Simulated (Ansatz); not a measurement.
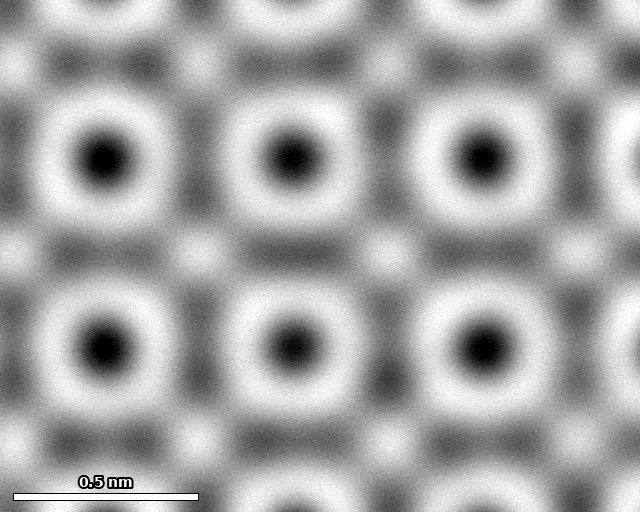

HRTEM-like image of Pt (Pm-3n, No. 223). Simulated in the weak-phase-object approximation with neutral-atom potentials: 300 kV, Cs = 1.20 mm, defocus −583 Å (negative is underfocus), defocus spread 40 Å, aperture 0.49 1/Å. Shot noise, a slight drift and the speckle of an amorphous layer were added. Structure: coordinates from a relaxation with Ansatz 0.2.0, DFT, BLYP, plane waves (420 eV) with PAW, scalar-relativistic; the starting structure was generated, so it need not be a known form of this composition.

```
Pt
1.0
     5.17159    0.00000    0.00000
     0.00000    5.17159    0.00000
     0.00000    0.00000    5.17159
Pt
8
Cartesian
  0.0000 0.0000 0.0000
  2.5858 2.5858 2.5858
  1.2929 0.0000 2.5858
  3.8787 0.0000 2.5858
  2.5858 1.2929 0.0000
  2.5858 3.8787 0.0000
  0.0000 2.5858 1.2929
  0.0000 2.5858 3.8787
```

Which beam direction gives this image, [210], [001], [221] or [110]? (Directions equivalent by symmetry count as one.)

Answer. [001]. The projected cells are 2.31 × 5.17 Å, 90° for [210]; 5.17 × 5.17 Å, 90° for [001]; 2.44 × 3.85 Å, 108° for [221]; 2.59 × 3.66 Å, 90° for [110], and the image repeats as the [001] one does.
